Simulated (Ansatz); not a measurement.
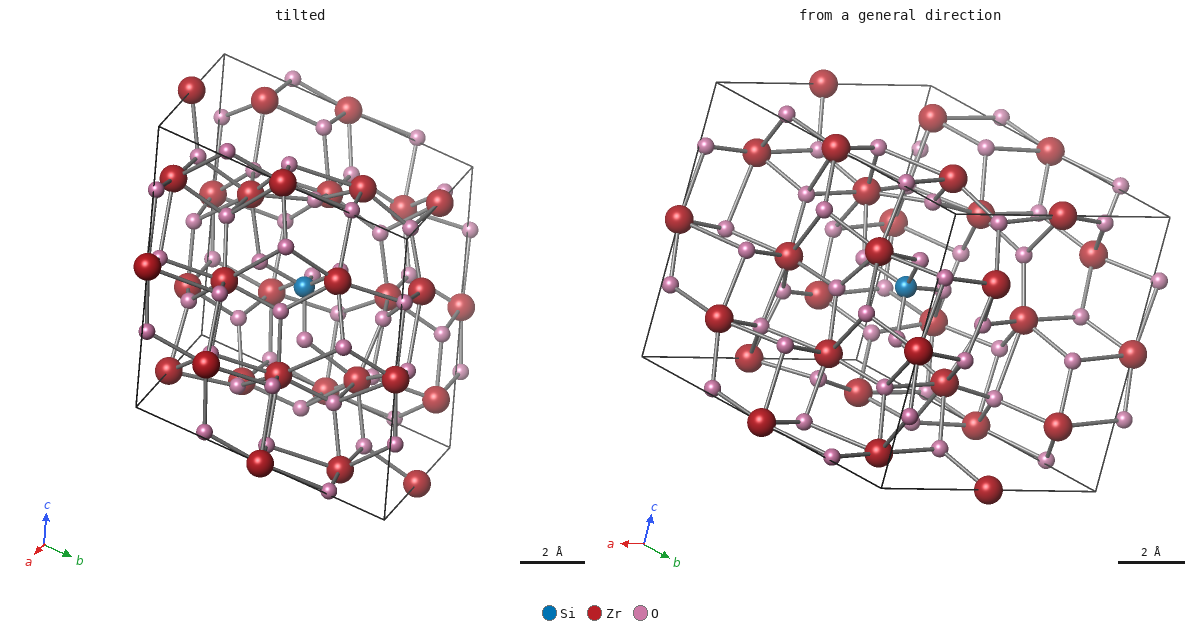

View slightly off an axis and from a general direction, drawn as a ball-and-stick model. The box is the supercell; atoms on or close to its faces, edges and corners are drawn wherever they repeat. The host is ZrO2, in a cell of 48 sites, and the cell is neutral.

> What defect is present?

Silicon on a zirconium site (a substitutional impurity). It is bonded to four O in a distorted tetrahedral arrangement at about 1.7 Å. Not all metal-metal contacts are counted.

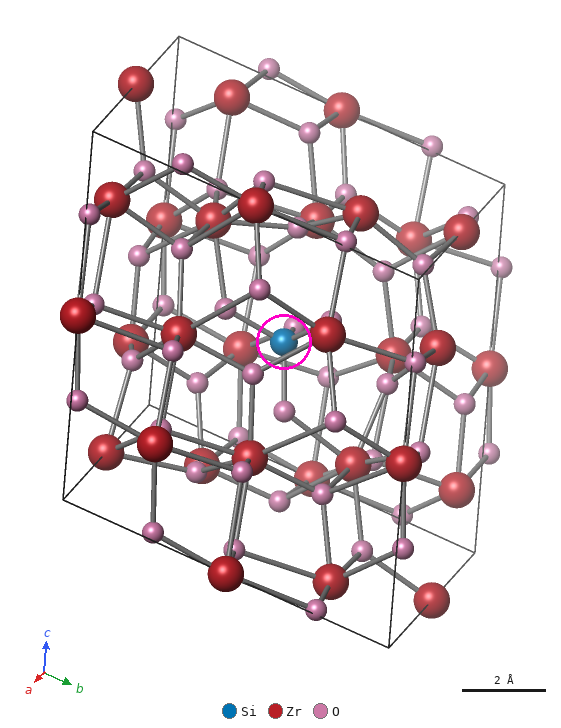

The same cell with a ring at the defect's site.

The atoms were relaxed in the host's cell with DFT PBE, scalar-relativistic, plane waves, PAW (Ansatz).
